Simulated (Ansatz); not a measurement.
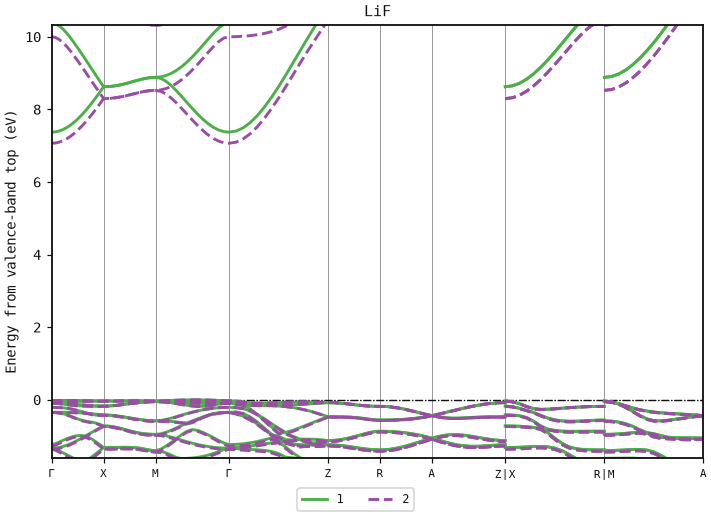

Band structures of LiF, space group P4_32_12, 8 atoms in the cell, by two methods on the same cell. Each is counted from its own valence-band top.

> Which curve is which? The methods: PBE, LDA.

1 is PBE; 2 is LDA. PBE gives a gap of 7.37 eV along the path and LDA gives a gap of 7.07 eV along the path.

Settings. PBE: DFT PBE, scalar-relativistic, plane waves, PAW, no spin polarisation, 4×4×8 k mesh, 420 eV cutoff (Ansatz). LDA: DFT LDA, scalar-relativistic, plane waves, PAW, no spin polarisation, 4×4×8 k mesh, 420 eV cutoff, Gaussian smearing of 0.02 eV (Ansatz 0.2.0).

The structure is an invented one, so it need not be a known or stable phase. The starting guess was a poor one.
